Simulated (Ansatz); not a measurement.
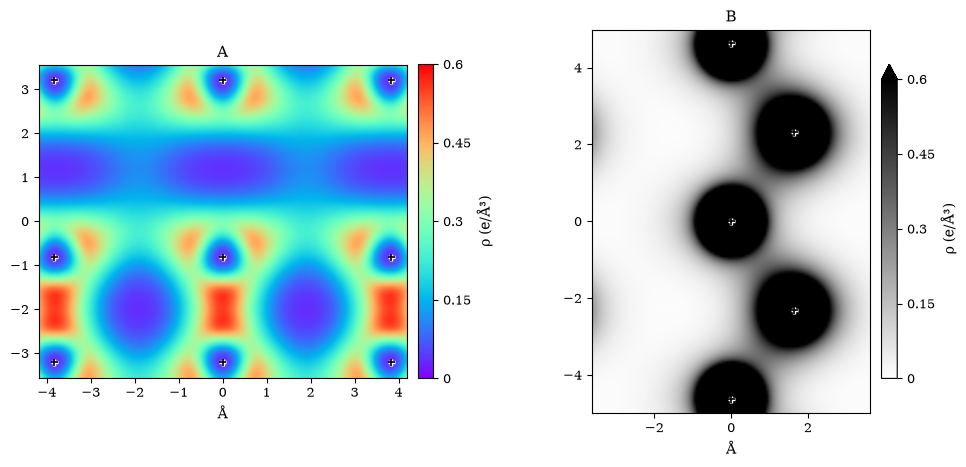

The valence electron density of 2 systems, each on a plane through atoms (crosses mark nuclei in the plane).

Level of theory: DFT, r2SCAN, plane waves, PAW (Ansatz).

System 1: Si, the (010) plane of the conventional cell. Space group P6₃/mmc; started from the lonsdaleite (2H) prototype, which need not be the ambient phase; changed on purpose from its base cell (uniaxial z strain +1.0%).

```
CELL_PARAMETERS angstrom
3.83213 0.00000 0.00000
-1.91606 3.31872 0.00000
0.00000 0.00000 6.40463
ATOMIC_POSITIONS crystal
Si 0.33333 0.66667 0.56361
Si 0.66667 0.33333 0.06361
Si 0.33333 0.66667 0.93639
Si 0.66667 0.33333 0.43639
```

System 2: InSb, the (110) plane of the conventional cell. Space group F-43m; started from the zincblende prototype, which need not be the ambient phase.

### Match each panel to its system.

Panel A is system 1, Si: the plane holds Si. Si–Si (2.39 Å): ρ at the midpoint is about 0.56 e/Å³. Panel B is system 2, InSb: the plane holds In and Sb. In–Sb (2.84 Å): the density is about 0.35 e/Å³ at the midpoint.
